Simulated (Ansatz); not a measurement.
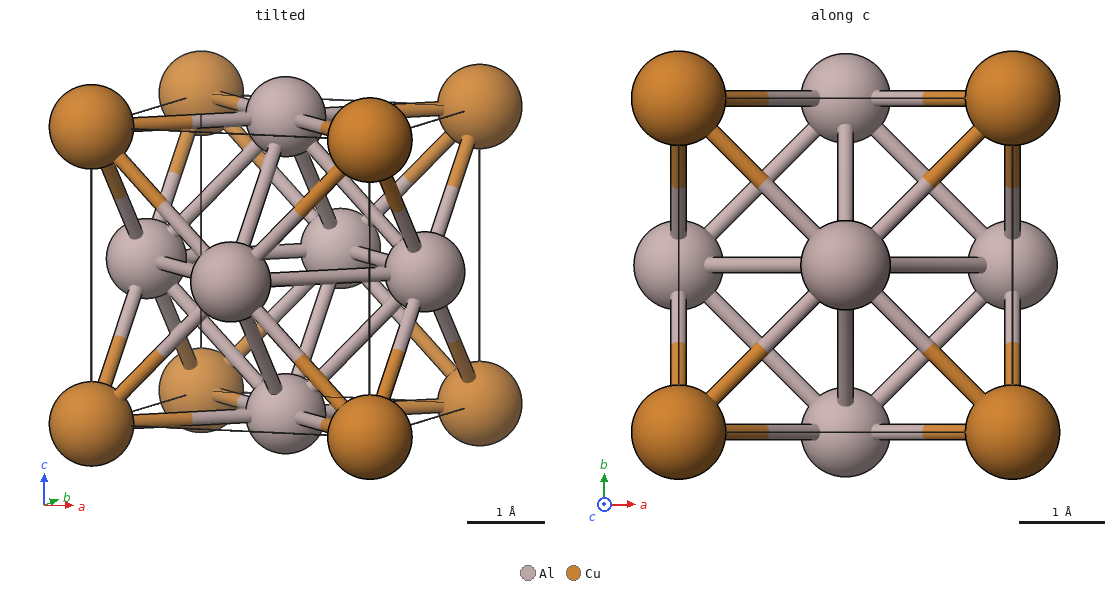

Drawn in the ball-and-stick manner and seen slightly off an axis and along the c axis. The edges of the conventional unit cell are marked. Cell: a = 3.93 Å, b = 3.93 Å, c = 3.93 Å, α = 90.00°, β = 90.00°, γ = 90.00°.

Origin of the cell: a structure listed in the Materials Project. Earlier steps of the study may have refined or changed the cell and positions. A calculation with Ansatz used it as input.

Q: Notes on the structure:

A: The solid is Al3Cu. Space group: Pm-3m (No. 221). Lattice: primitive cubic. The prototype is Cu₃Au (L1₂) type. With Z = 1, the cell contains 3 Al, 1 Cu. Al is linked to eight Al and four Cu in a cuboctahedral arrangement (about 2.8 Å to Al, 2.8 Å to Cu). Cu is linked to twelve Al in a cuboctahedral arrangement at about 2.8 Å. The bonds build a three-dimensional framework.

Results below were computed with DFT r2SCAN, scalar-relativistic, plane waves, PAW (Ansatz); the settings were plane waves to 500 eV, 12×12×12 k-points, Gaussian smearing of 0.1 eV, no spin polarisation.

Q: How large a gap does the method give, if there is one?

A: A metal: bands cross the Fermi level.

Q: State the Bader charges by element.

A: Al +0.28 e; Cu -0.85 e.

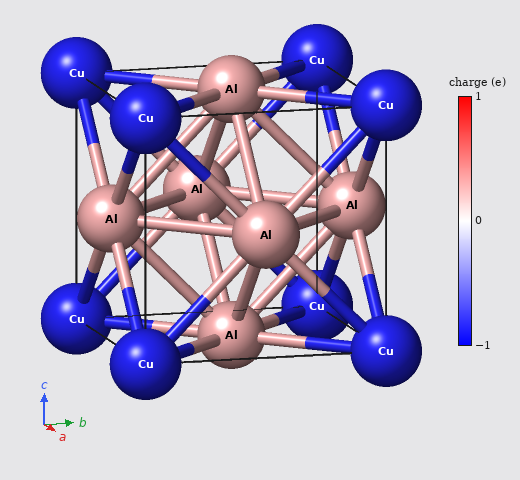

The atoms coloured by those charges. The run's cell of 4 atoms is drawn.

Q: Has the structure come to rest?

A: No. All forces vanish to within 0.01 eV/Å. The pressure is -3.0 GPa, so the cell would contract.
